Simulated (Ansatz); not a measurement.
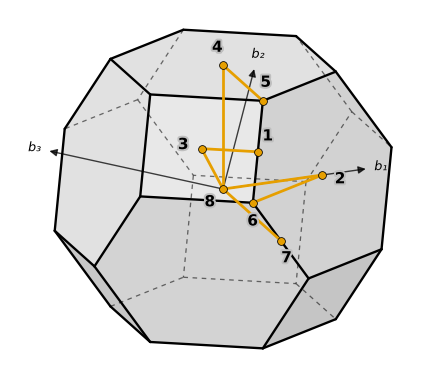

Crystal: Si, the geometry relaxed (final pressure about 4.1 GPa) with DFT PBEsol, scalar-relativistic, plane waves, PAW in Ansatz 0.2.0. The first Brillouin zone of a rhombohedral lattice (hR; extended symbol hR1) is drawn with its special points numbered. Geometry calculated from the standardised cell; symmetry tolerance 0.002 Å.

a = 3.741 Å, b = 3.741 Å, c = 9.534 Å, α = 90.00°, β = 90.00°, γ = 120.00°.

Labels and path follow the convention of Hinuma et al. (2017), as computed by seekpath; the arrows show the directions of the reciprocal primitive vectors b₁, b₂, b₃, in which coordinates are given.

**Give the label and coordinates of each numbered point.**

```
no.  label           coordinates
  1     S₂     (0.628, 0, 0.372)
  2      L           (1/2, 0, 0)
  3      F         (1/2, 0, 1/2)
  4      T       (1/2, 1/2, 1/2)
  5     H₂   (0.756, 0.244, 1/2)
  6     H₀  (1/2, −0.244, 0.244)
  7     S₀    (0.372, −0.372, 0)
  8      Γ             (0, 0, 0)
```
